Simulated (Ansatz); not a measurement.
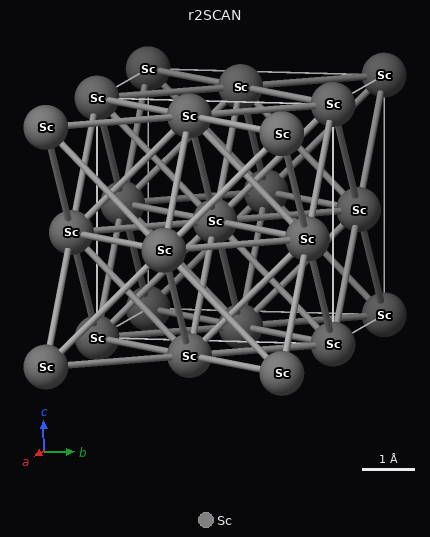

Crystalline Sc (set up in P-1), relaxed (cell and atoms) with several functionals. The picture shows the result with r2SCAN. A ball-and-stick model of the conventional cell (4 times the calculation's cell), repeated 2 × 1 × 1 with one cell outlined, seen slightly off an axis. Lengths and directions refer to the drawn axes.

Computed with Ansatz 0.2.0: Ansatz PAW. Set-up: plane-wave cutoff 420 eV; k-point mesh 10 × 10 × 10; occupations fermi-dirac; smearing width 0.05 eV; no spin polarisation; cell and atoms relaxed; force threshold 0.01 eV/Å.

```tsv
functional	volume (Å³/atom)	a (Å)	b (Å)
PBE	?	?	?
r2SCAN	25.123	4.644	4.652
PBEsol	23.607	4.547	4.557
LDA	22.393	4.470	4.476
```

One row is withheld. What does the calculation give there?

With PBE the volume falls between PBEsol (23.607) and r2SCAN (25.123). The calculation gives 24.672 Å³/atom (a = 4.616 Å, b = 4.624 Å). In order of volume: LDA < PBEsol < PBE < r2SCAN; the spread is 12.2 %.
